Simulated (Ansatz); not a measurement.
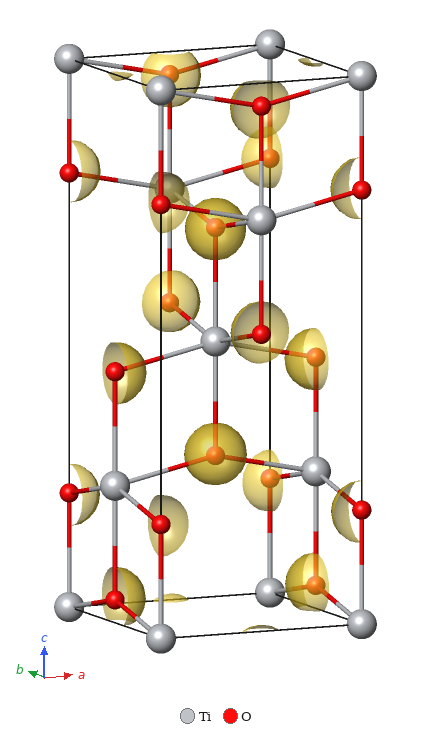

TiO$_{2}$. Density of the Kohn–Sham states from −17.8 to −15.9 eV about the valence-band maximum (a separate group of bands (semicore or deep states)), scaled to one electron a cell: yellow surface at 0.1 1/Å³, in the conventional cell seen at an oblique angle.

Space group I4_1/amd; the calculation finds a residual pressure of about 9 GPa at this fixed cell. Effective Hubbard U: 4.0 eV on Ti d.

Theory: DFT PBE+U, scalar-relativistic, plane waves, PAW in Ansatz 0.2.0.

In a PAW calculation such maps are meaningful between the atoms, not at the nuclei.

Input file:

```
crystal:
  lattice:
    - [0.0, -3.7842, 0.0]
    - [3.7842, 0.0, 0.0]
    - [-1.8921, 1.8921, 4.7573]
  atoms:
    - { symbol: Ti, position: [0.0, 0.0, 0.0] }
    - { symbol: Ti, position: [0.75, 0.25, 0.5] }
    - { symbol: O, position: [0.2081, 0.2081, 0.4162] }
    - { symbol: O, position: [0.9581, 0.4581, 0.9162] }
    - { symbol: O, position: [0.5419, 0.0419, 0.0838] }
    - { symbol: O, position: [0.7919, 0.7919, 0.5838] }
basis:
  ecutwfc: 500
  fft_grid_basis: typed
kpoints:
  mp_grid: { grid: [8, 8, 8] }
hamiltonian:
  xc: pbe
  hubbard: { sites: [{ species: Ti, l: d, u_eff: 4.0 }] }
  pseudopotentials: { kind: paw }
scf:
  occupations: { method: gaussian, width: 0.05 }
  n_extra_bands: 6
output:
  forces: true
  stress: false
  eigenvalues: true
  bader: false
  write_density: false
  volumetric_format: npy
  band_densities:
    - { e_range: [-1.94, -1.33] }
    - { e_range: [1.33, 1.94] }
    - { e_range: [-6.1, -4.5] }
    - { e_range: [-4.5, -2.92] }
    - { e_range: [-6.11, -1.31] }
    - { e_range: [-19.1, -17.26] }
  dos:
    e_range: [-30, 8]
    de: 0.02
    method: { smearing: { sigma: 0.03, scheme: gaussian } }
    projected: { site_lists: { O: [O], Ti: [Ti] } }
checkpoint:
  read: start.run
  write: ck
  compress: false
  write_wavefunctions: false
  write_every: 100000
```

Run with:

```sh
ansatz run input.yaml --threads 2 --pin off --max-ram 4096MiB --backend cpu --events-out ev --progress --plain --runs-dir out
```

The picture shows the conventional cell (a = 3.78 Å, b = 3.78 Å, c = 9.51 Å, α = 90.00°, β = 90.00°, γ = 90.00°).

> Describe these states.

Löwdin projections on the PAW files' atomic orbitals give O 2s (85 %).
- In space (atomic cells sized by Bader volumes) the density divides as O about 95 % and Ti little.
- The group holds 8 electrons when full, in the cell of the calculation (6 atoms).

Cost of the run: 4.2 s on 2 threads of Intel(R) Xeon(R) Platinum 8488C (Sapphire Rapids), on a shared host, peak memory 0.59 GiB.
